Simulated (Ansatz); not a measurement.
Structure data:

```
CELL_PARAMETERS angstrom
4.00416 0.00000 0.00000
-2.00208 3.46771 0.00000
0.00000 0.00000 15.14505
ATOMIC_POSITIONS crystal
Ge 0.00000 0.00000 0.70213
Ge 0.00000 0.00000 0.86390
Ge 0.00000 0.00000 0.13610
Ge 0.00000 0.00000 0.29787
Ge 0.33333 0.66667 0.64774
Ge 0.66667 0.33333 0.91829
Ge 0.66667 0.33333 0.08171
Ge 0.33333 0.66667 0.35226
```

Question: Give a crystallographic description of this input.

Answer: The element is germanium. The lattice is primitive hexagonal and the space group P-6m2 (No. 187). The cell holds eight atoms. The bonds build Ge layers parallel to (001).

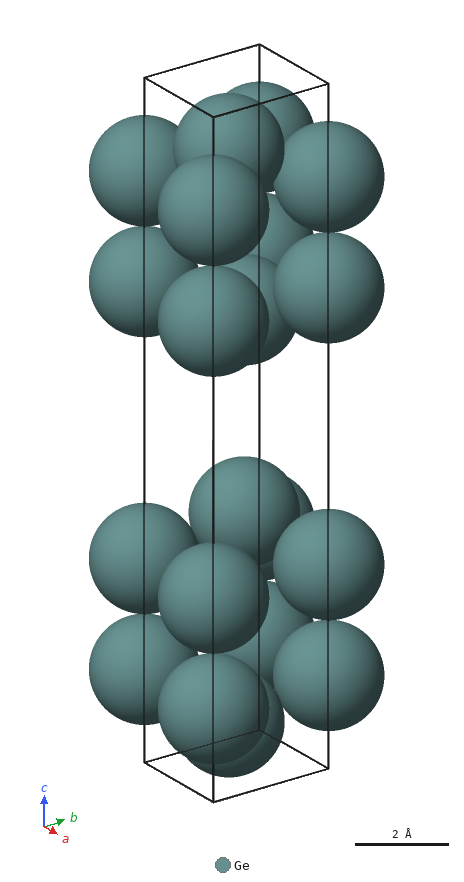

Space-filling drawing of the structure, looking slightly off an axis. One conventional unit cell is framed, with atoms on its boundary repeated.

Origin of the cell: a structure listed in the Materials Project. The cell was then strained or its atoms displaced on purpose. It was run through Ansatz as a DFT input.
